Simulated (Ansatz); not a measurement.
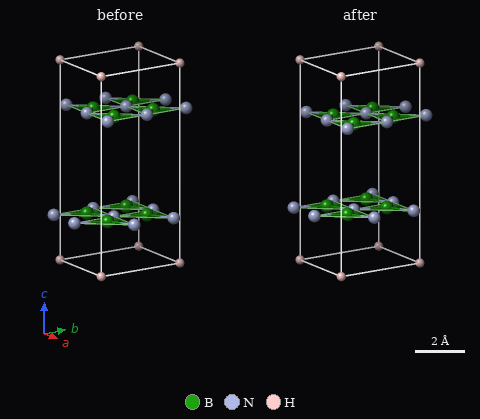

The structure of a defect cell of composition B₈HN₈ before (left) and after (right) a relaxation, at one scale.

Style: polyhedral. Shown: the cell of the calculation, reduced to other axes, slightly off an axis. Lengths and directions refer to the drawn axes.

Case: H interstitial, charge +0, atoms relaxed at the host's cell.

Method: DFT PBE, scalar-relativistic, plane waves, PAW (Ansatz 0.2.0). Settings: plane-wave cutoff 420 eV; k-point mesh 5 × 5 × 3; occupations gaussian; smearing width 0.01 eV; collinear spin; atoms relaxed in a fixed cell; force threshold 0.025 eV/Å; at most 45 steps.

> Summarise the run.

Over 3 accepted moves (4 points after the start) the energy falls by 0.128 eV per cell of the calculation. The largest force component goes from 0.14 to 0.019 eV/Å. 1 step only repeated the SCF at the same geometry. The largest moves, 0.30 Å, are those of B and N atoms. By element the largest moves are N 0.30 Å, B 0.30 Å. H stays in place. The lattice vectors keep their values. Cost: 30 s on 4 threads of Intel(R) Xeon(R) Processor @ 2.70GHz (shared host), peak memory 0.7 GiB.

Limits of the set-up: the periodic images lie only 5.0 Å apart, so the values are limited by the cell's size.
